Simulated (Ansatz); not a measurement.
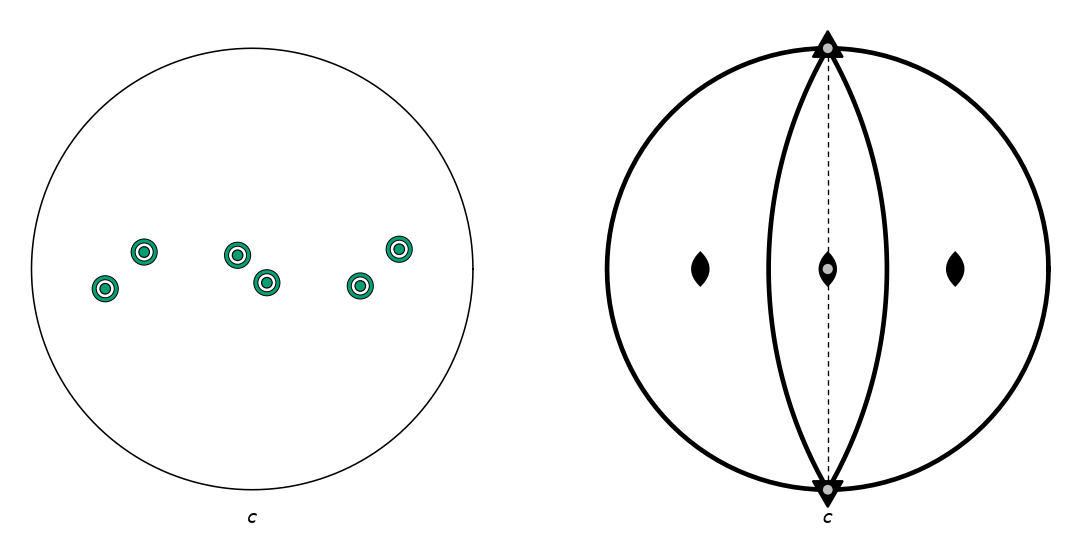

Stereographic projection: filled dots lie in the upper hemisphere, open rings in the lower; heavy lines are mirror planes (a heavy rim: a mirror in the plane of the page); lens, triangle, square and hexagon are 2-, 3-, 4- and 6-fold axes, a lens in an open square is −4, a triangle in an open hexagon −6; thin dashed diameters join the ends of axes that lie in the page; a small open circle marks inversion. The b axis points at the viewer. Left: one general form; right: the symmetry elements. Computed from the symmetry operations of a computed or model structure of composition Hg.

**Identify the point group and its elements.**

-3m (D3d), order 12, trigonal system: one threefold axis, three twofold axes, three mirror planes, an inversion centre.

**Can such a crystal be piezoelectric, pyroelectric or chiral?**

It is centrosymmetric, so neither piezoelectric nor pyroelectric; it is not chiral.
